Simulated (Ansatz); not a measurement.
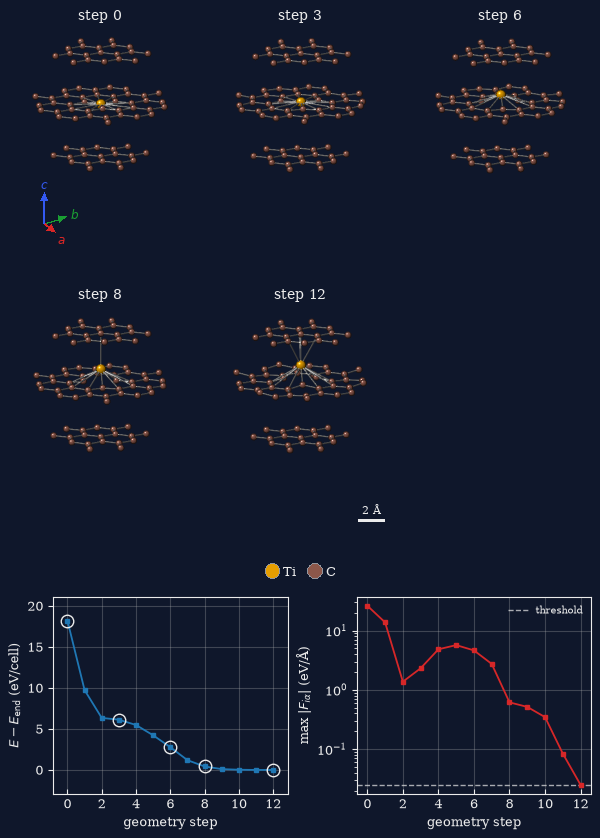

Frames of a relaxation of a defect cell of composition TiC27, marked on the history of the run. A ball-and-stick model of the atoms within 5.8 Å of the atom that moves most (axes of the conventional cell (3 times the calculation's cell) (origin shifted)), seen slightly off an axis. Lengths and directions refer to the drawn axes.

Case: Ti on a C site (c), charge +0, atoms relaxed at the host's cell.

The calculation used DFT PBE, scalar-relativistic, plane waves, PAW in Ansatz. Set-up: plane-wave cutoff 420 eV; k-point mesh 5 × 5 × 5; occupations gaussian; smearing width 0.1 eV; no spin polarisation; atoms relaxed in a fixed cell; force threshold 0.025 eV/Å; at most 45 steps.

Describe the path.

After 12 geometry steps the energy has fallen by 18.205 eV per cell of the calculation. The largest force component goes from 26 to 0.025 eV/Å. The Ti atom moves most: 1.47 Å along +c. By element the largest moves are Ti 1.47 Å, C 0.26 Å. The cell doesn't change. Some distances before and after: C–Ti 4.242 → 2.562 Å, C–Ti 4.475 → 2.936 Å, C–Ti 1.424 → 1.937 Å, C–Ti 2.467 → 2.848 Å. New bonds form, among them: C–Ti (4.24 → 2.56 Å). Bond angles that change, for instance: Ti–C–C 150.0° → 140.6°, Ti–C–C 120.0° → 116.1°, C–C–C 120.0° → 122.8°. From step 0 to 3: C atoms move most (0.33 Å), energy −12.079 eV per cell of the calculation. From step 3 to 6: the Ti atom moves most (0.59 Å), energy −3.352 eV per cell of the calculation. From step 6 to 8: the Ti atom moves most (0.39 Å), energy −2.353 eV per cell of the calculation. From step 8 to 12: the Ti atom moves most (0.32 Å), energy −0.421 eV per cell of the calculation.

```json
{"step": "0", "E − E(0), meV/atom": "0.00", "largest force component, eV/Å": "26.2091"}
{"step": "1", "E − E(0), meV/atom": "-302.43", "largest force component, eV/Å": "13.7108"}
{"step": "2", "E − E(0), meV/atom": "-423.59", "largest force component, eV/Å": "1.3723"}
{"step": "3", "E − E(0), meV/atom": "-431.41", "largest force component, eV/Å": "2.3095"}
{"step": "4", "E − E(0), meV/atom": "-454.48", "largest force component, eV/Å": "4.8247"}
{"step": "5", "E − E(0), meV/atom": "-499.37", "largest force component, eV/Å": "5.6789"}
{"step": "6", "E − E(0), meV/atom": "-551.13", "largest force component, eV/Å": "4.6226"}
{"step": "7", "E − E(0), meV/atom": "-607.73", "largest force component, eV/Å": "2.7333"}
{"step": "8", "E − E(0), meV/atom": "-635.16", "largest force component, eV/Å": "0.6150"}
{"step": "9", "E − E(0), meV/atom": "-646.48", "largest force component, eV/Å": "0.5153"}
{"step": "10", "E − E(0), meV/atom": "-649.28", "largest force component, eV/Å": "0.3466"}
{"step": "11", "E − E(0), meV/atom": "-650.17", "largest force component, eV/Å": "0.0841"}
{"step": "12", "E − E(0), meV/atom": "-650.18", "largest force component, eV/Å": "0.0250"}
```

Limits of the set-up: the periodic images lie only 6.5 Å apart, so the values are limited by the cell's size.
